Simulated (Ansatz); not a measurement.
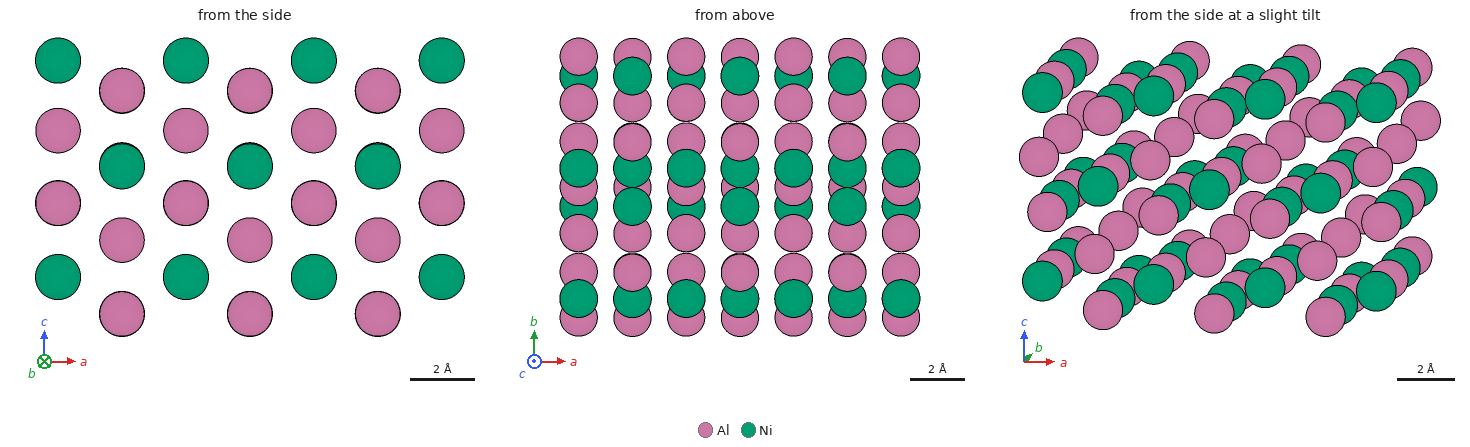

A spheres-only picture of a periodic slab, seen from the side, from above and from the side at a slight tilt. The surface normal points up in side views; the vacuum is left out. 3×2 cells are drawn in the plane, with atoms at the edges repeated.

The cell holds 8 Al, 6 Ni. The slab was cut from bulk Al3Ni2 (P-3m1).

Question: Name the terminations.

Answer: The top face ends in Al and Ni, the bottom face in Al and Ni. The two faces are alike.

Question: Estimate the thickness.

Answer: About 8 Å from the lowest to the highest atom.

Question: State the number of planes and their content from above.

Answer: Eight planes: AlNi / AlNi / Al / AlNi / AlNi / Al / AlNi / AlNi.

Question: Name the surface by its Miller indices.

Answer: (1 0 0).

Its origin is a structure listed in the Materials Project, from which a slab was cut. The atoms were relaxed in a fixed cell with DFT PBEsol, scalar-relativistic, plane waves, PAW (Ansatz), but for seven held in place.

At this level of theory the run's own cell isn't at rest (forces up to 1.0 eV/Å), so its distances can differ from those at equilibrium, the more so the softer the solid.
